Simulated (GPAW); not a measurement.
**ZnS (F-43m): how ε∞ follows the gap**

The empty bands of ZnS (F-43m) are shifted up rigidly by Δ, and ε∞ is computed for each shift.

Cell: a, b, c = 3.821, 3.821, 3.821 Å (primitive vectors), 2 atoms.

Method: GPAW 26.7.0, LDA, RPA, k-mesh 11×11×11, local fields up to 50 eV, Lorentzian half width 0.15 eV.

Launch of the response step: `OMP_NUM_THREADS=1 python df.py`. The series took 1.7 min in all, its band step included, on 1 thread of Arm Neoverse V1, on a shared host.

```
Δ (eV)     ε∞
  0.00  6.038
  0.40  5.700
  0.80      ?
  1.20  5.164
  1.60  4.946
  2.00  4.751
```

With one effective transition at E₀ and fixed dipole strength, ε∞ − 1 = A/(E₀ + Δ), so 1/(ε∞ − 1) is linear in Δ.

Working, on the rows shown:

| x = Δ (eV) | y = 1/(ε∞ − 1) |
| --- | --- |
| 0 | 0.198491 |
| 0.4 | 0.212766 |
| 1.2 | 0.240154 |
| 1.6 | 0.253421 |
| 2 | 0.266596 |

Means: x̄ = 1.04, ȳ = 0.23429. Σ(x − x̄)(y − ȳ) = 0.09367, Σ(x − x̄)² = 2.752. Slope = 0.09367 / 2.752 = 0.03404; intercept = ȳ − slope · x̄ = 0.19889. Turned back into ε∞, the line misses the rows shown by at most 0.01.

Problem. Predict the last column of the withheld row from the fit.

Solution. At x = 0.8 the line gives y = 0.22612, that is 5.422. The run gave 5.414, so the interpolation is off by 0.0085, 0.7 % of the range in the table.

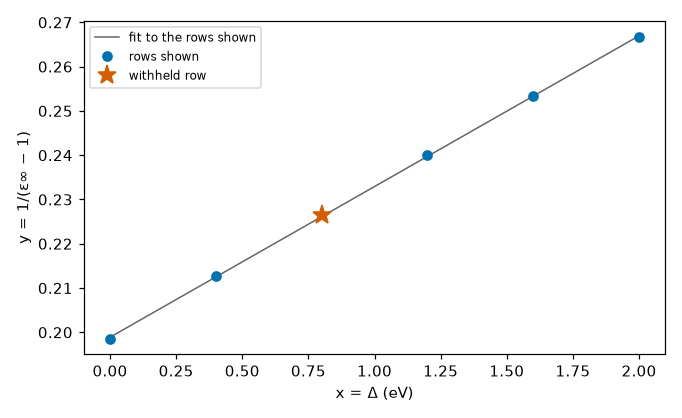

Refitted with all rows, the slope is 0.03401 and the intercept 0.19899. These give E₀ = intercept/slope = 5.9 eV, far above the least direct gap of 1.86 eV: most of the screening comes from transitions well over the edge. Over the first step ε∞ falls by 14 % per eV. The cell comes from an older database entry, whose edges can be off by a per cent or so. Excitons are left out; LDA gaps are as a rule too small. The values come from a sum over the points of one k-mesh and carry its error, which grows as the direct gap shrinks.

[Logs are printed without paths, hosts, clocks, repeated set-up lines and the standing remarks that a program may print on its own settings, such as how far it seeks lower states.]
